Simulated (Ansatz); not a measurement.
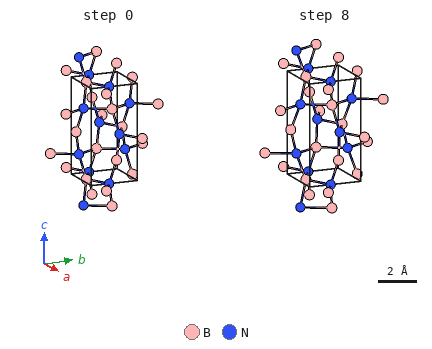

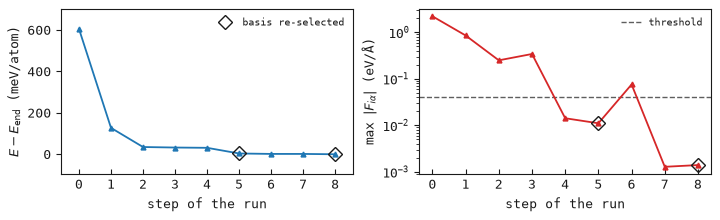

First and last geometry of a relaxation of solid BN (a generated structure, set up in P4_322) (coarse preliminary run), with the history of the run. A ball-and-stick model of the cell of the calculation, seen slightly off an axis.

These are results of Ansatz 0.2.0, DFT PBE, scalar-relativistic, plane waves, PAW, not measurements. (plane-wave cutoff 420 eV; k-point mesh 6 × 6 × 4; occupations gaussian; smearing width 0.1 eV; no spin polarisation; cell and atoms relaxed; force threshold 0.04 eV/Å; at most 70 steps)

Q: Read the history and describe the run.

A: It converged. The largest moves relative to the cell, 0.11 Å, are those of B atoms. By element the largest moves are B 0.11 Å, N 0.07 Å. The volume changes by +31.7 %, with a = b 2.704 → 3.011 Å (+11.3 %), c 5.393 → 5.729 Å (+6.2 %). Among the contacts that change: B–N 1.546 → 1.703 Å, B–N 1.414 → 1.523 Å. Bond angles that change, for instance: N–B–N 155.4° → 146.0°, B–N–B 85.2° → 79.8°, B–N–B 155.4° → 160.0°. The space group stays P4_322 (No. 95). After 6 accepted moves (8 points after the start) the energy has fallen by 606 meV per atom. Largest force component: 2.2 eV/Å at the start, 0.0014 eV/Å at the end. The pressure goes from 141.14 to 0.26 GPa. At 2 points the geometry stayed and the basis and grid were re-selected for the new cell (energy shift of 27.4 meV per atom at most each time). Cost: 33 s on 1 thread of Arm Neoverse V1 (shared host), peak memory 0.34 GiB.

```json
{"step": "0", "E − E(0), meV/atom": "0.00", "largest force component, eV/Å": "2.2141", "pressure, GPa": "141.14", "volume, Å³/atom": "4.930", "note": ""}
{"step": "1", "E − E(0), meV/atom": "-478.50", "largest force component, eV/Å": "0.8558", "pressure, GPa": "48.26", "volume, Å³/atom": "5.654", "note": ""}
{"step": "2", "E − E(0), meV/atom": "-570.95", "largest force component, eV/Å": "0.2501", "pressure, GPa": "9.14", "volume, Å³/atom": "6.151", "note": ""}
{"step": "3", "E − E(0), meV/atom": "-573.44", "largest force component, eV/Å": "0.3422", "pressure, GPa": "1.30", "volume, Å³/atom": "6.273", "note": ""}
{"step": "4", "E − E(0), meV/atom": "-574.80", "largest force component, eV/Å": "0.0142", "pressure, GPa": "0.22", "volume, Å³/atom": "6.303", "note": ""}
{"step": "5", "E − E(0), meV/atom": "-602.15", "largest force component, eV/Å": "0.0111", "pressure, GPa": "5.31", "volume, Å³/atom": "6.303", "note": "same geometry, new basis"}
{"step": "6", "E − E(0), meV/atom": "-604.30", "largest force component, eV/Å": "0.0757", "pressure, GPa": "1.67", "volume, Å³/atom": "6.444", "note": ""}
{"step": "7", "E − E(0), meV/atom": "-604.34", "largest force component, eV/Å": "0.0013", "pressure, GPa": "0.13", "volume, Å³/atom": "6.491", "note": ""}
{"step": "8", "E − E(0), meV/atom": "-605.94", "largest force component, eV/Å": "0.0014", "pressure, GPa": "0.26", "volume, Å³/atom": "6.491", "note": "same geometry, new basis"}
```
